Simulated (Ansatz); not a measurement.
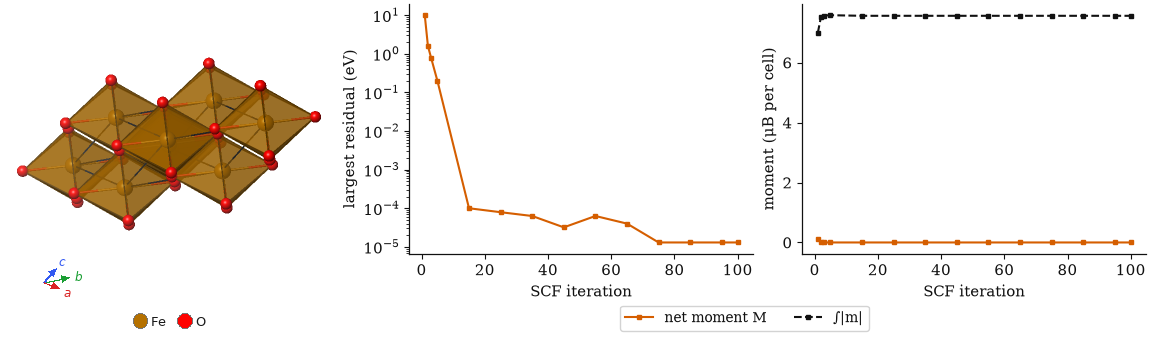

Beside the plot: the structure.

Figure. SCF iterations of a calculation: largest residual, magnetic moments. FeO (P1, 4 atoms in the cell); Ansatz development build ahead of 0.2.0, DFT, PBE+U, PAW (an earlier, harder data set), plane waves, scalar-relativistic; cutoff 930 eV, 4×4×4 k-mesh, Fermi–Dirac smearing of 0.1 eV, collinear spins, U = 5.3 eV on Fe d. Setting under test: occupation matrices typed, symmetry off, standard search for lower states. Only some iterations were kept.

Not converged after 100 iterations. The residual comes down slowly and unevenly, and has reached only 1.3 × 10⁻⁵ when the run stops. The residual starts near 10 and ends near 10⁻⁵ eV. The net moment goes from 0.12 to 0.00 μB per cell, though in an unconverged run this needn't be final.
